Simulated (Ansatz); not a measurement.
System: Eu, space group Fd-3m (No. 227) (one of a set of cubic test structures, which need not be the stable phase).

One of the inputs:
```
crystal:
  lattice:
    - [0.0, 2.745952834602, 2.745952834602]
    - [2.745952834602, 0.0, 2.745952834602]
    - [2.745952834602, 2.745952834602, 0.0]
  atoms:
    - { symbol: Eu, position: [0, 0, 0] }
    - { symbol: Eu, position: [0.25, 0.25, 0.25] }
kpoints:
  mp_grid: { grid: [34, 34, 34] }
hamiltonian:
  xc: pbe
  pseudopotentials: { kind: paw }
scf:
  occupations: { method: fermi_dirac, width: 0.061225619053 }
output:
  forces: true
  stress: true
```

Launched with:
```bash
ansatz run input.yaml --threads 2
```

How it was computed, with Ansatz 0.2.0 development build: equation of state of a cubic crystal from periodic Kohn-Sham density functional theory without spin, third-order Birch-Murnaghan fit to the free energies; pressure corrected for the finite basis. Level: PBE.

structure type diamond; atoms in cell 2; space group number 227; lattice centring face-centred primitive; k mesh 34×34×34; occupation method Fermi–Dirac; occupation width 0.06123 eV; wave cutoff 420 eV; datasets soft-1 PAW; density tolerance 1e−07 eV; bands 30; density cutoff ratio 4; search for lower states default.

Describe the result: the energy above the lowest point and pressure against volume. The volume takes the values 19.46, 19.88, 20.29, 20.71, 21.12, 21.53, 21.95 Å³/atom.

A third-order Birch–Murnaghan fit gives V0 = 20.71 Å³/atom, B0 = 110 GPa and B′ = 5.8. The energy above the lowest point is 29.9 meV/atom at volume 19.46 Å³/atom and 22.2 meV/atom at 21.95 Å³/atom; the lowest computed point is at volume 20.71 Å³/atom (0.0 meV/atom). The pressure falls from 8.2 GPa at volume 19.46 Å³/atom to −5.4 GPa at 21.95 Å³/atom, and changes sign near 20.71 Å³/atom.

```json
{"volume (Å³/atom)": "19.46", "energy above the lowest point (meV/atom)": "29.9", "pressure (GPa)": "8.2"}
{"volume (Å³/atom)": "19.88", "energy above the lowest point (meV/atom)": "12.8", "pressure (GPa)": "5.1"}
{"volume (Å³/atom)": "20.29", "energy above the lowest point (meV/atom)": "3.1", "pressure (GPa)": "2.4"}
{"volume (Å³/atom)": "20.71", "energy above the lowest point (meV/atom)": "0.0", "pressure (GPa)": "0.0"}
{"volume (Å³/atom)": "21.12", "energy above the lowest point (meV/atom)": "2.6", "pressure (GPa)": "-2.0"}
{"volume (Å³/atom)": "21.53", "energy above the lowest point (meV/atom)": "10.3", "pressure (GPa)": "-3.8"}
{"volume (Å³/atom)": "21.95", "energy above the lowest point (meV/atom)": "22.2", "pressure (GPa)": "-5.4"}
```

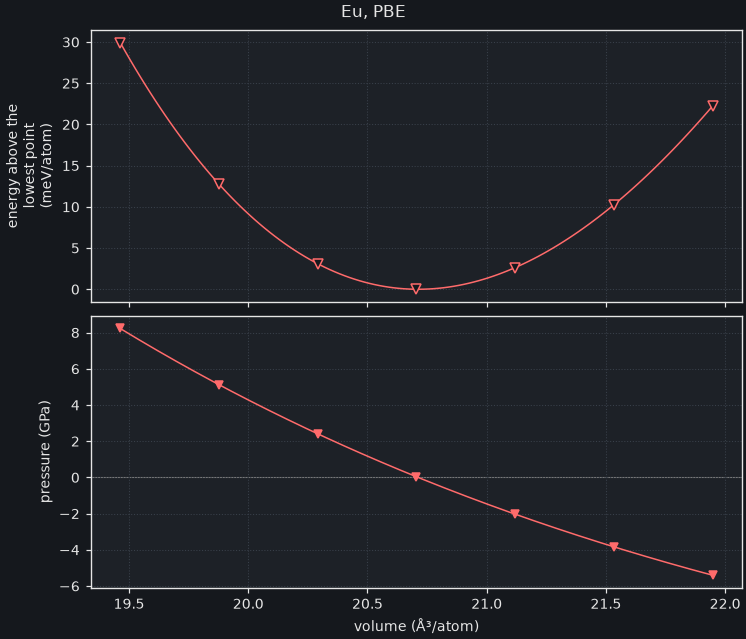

Note: cubic model structure, not the ambient form; open f shell treated without spin.
